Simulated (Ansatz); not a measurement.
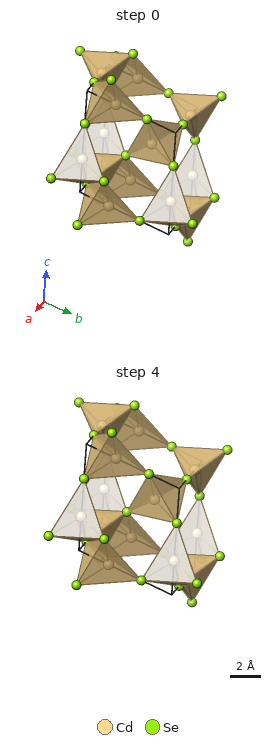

The structure of crystalline CdSe (a generated structure, set up in I-43m) (coarse preliminary run) before (top) and after (bottom) a relaxation, at one scale.

Style: polyhedral. Shown: the cell of the calculation, slightly off an axis.

The calculation used Ansatz 0.2.0, DFT PBE, scalar-relativistic, plane waves, PAW. Settings: plane-wave cutoff 420 eV; k-point mesh 4 × 4 × 4; occupations gaussian; smearing width 0.1 eV; no spin polarisation; cell and atoms relaxed; force threshold 0.04 eV/Å; at most 70 steps.

What changed between the two?

Answer. The largest moves relative to the cell, 0.040 Å, are those of Cd atoms. Largest moves by element: Cd 0.040 Å, Se 0.009 Å. Cell: a = b = c 6.990 → 7.324 Å (+4.8 %). Volume +15.0 %. Some distances before and after: Cd–Se 2.442 → 2.590 Å, Cd–Se 2.626 → 2.733 Å. The space group stays I-43m (No. 217). Over 3 accepted moves (4 points after the start) the energy falls by 91.7 meV per atom. The largest force component goes from 0.091 to 0.02 eV/Å. Pressure: 6.64 GPa at the start and 0.03 GPa at the end. At 1 point the geometry stayed and the basis and grid were re-selected for the new cell (energy shift of 0.6 meV per atom at most each time).
